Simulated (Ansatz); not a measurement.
Ni (Pm-3n, No. 223): the input geometry of an electronic-structure calculation (not necessarily at equilibrium); the starting structure was generated, so it need not be a known form of this composition.

```yaml
crystal:
  lattice:
    - [4.51147, 0.00000, 0.00000]
    - [0.00000, 4.51147, 0.00000]
    - [0.00000, 0.00000, 4.51147]
  atoms:
    - { symbol: Ni, position: [0.00000, 0.00000, 0.00000] }
    - { symbol: Ni, position: [0.50000, 0.50000, 0.50000] }
    - { symbol: Ni, position: [0.25000, 0.00000, 0.50000] }
    - { symbol: Ni, position: [0.75000, 0.00000, 0.50000] }
    - { symbol: Ni, position: [0.50000, 0.25000, 0.00000] }
    - { symbol: Ni, position: [0.50000, 0.75000, 0.00000] }
    - { symbol: Ni, position: [0.00000, 0.50000, 0.25000] }
    - { symbol: Ni, position: [0.00000, 0.50000, 0.75000] }
```

What will a Z-contrast image along [211] show? The image is simulated as a sum over atoms of Z^1.7, blurred by a 0.50 Å probe (no channelling).

Answer. The columns repeat on a rectangular net of 2.60 × 3.19 Å (plane group p2mg). The brightest columns hold 2 Ni per repeat; in falling brightness follow 1 Ni (about 50 %). Brightness is counted from the darkest point of the image. The closest visible columns (Ni and Ni) are 0.80 Å apart in projection. Along the beam the structure repeats every 11.05 Å.

```csv
column,atoms along the beam per repeat,peak brightness
Ni,2 Ni,100 %
Ni,1 Ni,50 %
```

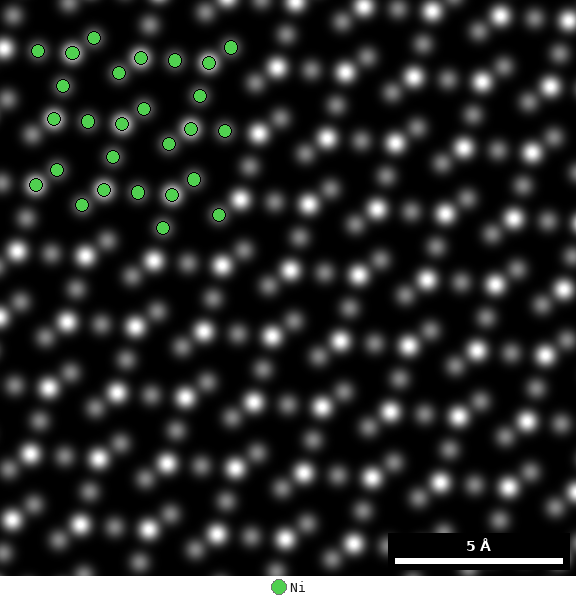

The simulated image, with the columns of the model marked in one corner.
